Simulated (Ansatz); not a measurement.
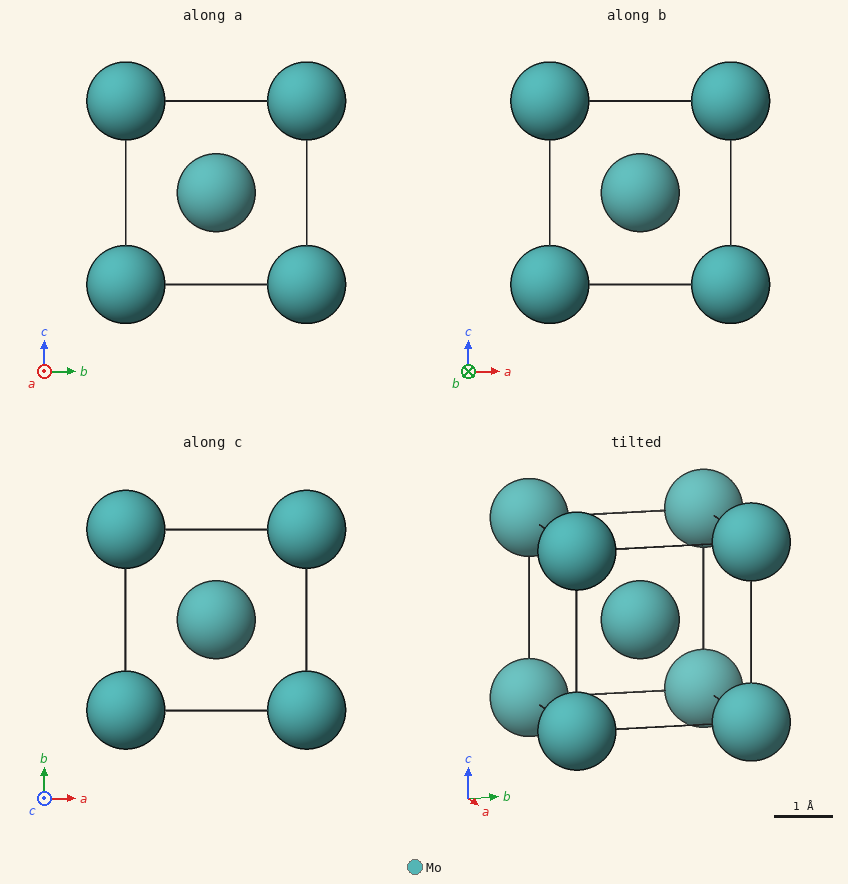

Spheres-only drawing of the structure, looking along the a axis, along the b axis, along the c axis and slightly off an axis. The lines enclose the drawn cell (a repeat of the simulation cell); boundary atoms appear with their images.

Lattice parameters: a = 3.1444 Å, b = 3.1444 Å, c = 3.1916 Å, α = 90.000°, β = 90.000°, γ = 90.000°.

Write down what is shown as a CIF in P1 with every atom of the cell.

```cif
data_structure
_symmetry_space_group_name_H-M 'P 1'
_symmetry_Int_Tables_number 1
_cell_length_a 3.1444
_cell_length_b 3.1444
_cell_length_c 3.1916
_cell_angle_alpha 90.000
_cell_angle_beta 90.000
_cell_angle_gamma 90.000
_cell_volume 31.56
loop_
_atom_site_label
_atom_site_type_symbol
_atom_site_fract_x
_atom_site_fract_y
_atom_site_fract_z
_atom_site_occupancy
Mo1 Mo 0.0000 0.0000 0.0000 1
Mo2 Mo 0.5000 0.5000 0.5000 1
```

The initial geometry was a structure type filled with this element by a generator (whether the element takes this form wasn't checked). The cell was then strained or its atoms displaced on purpose. It went into a calculation with Ansatz.
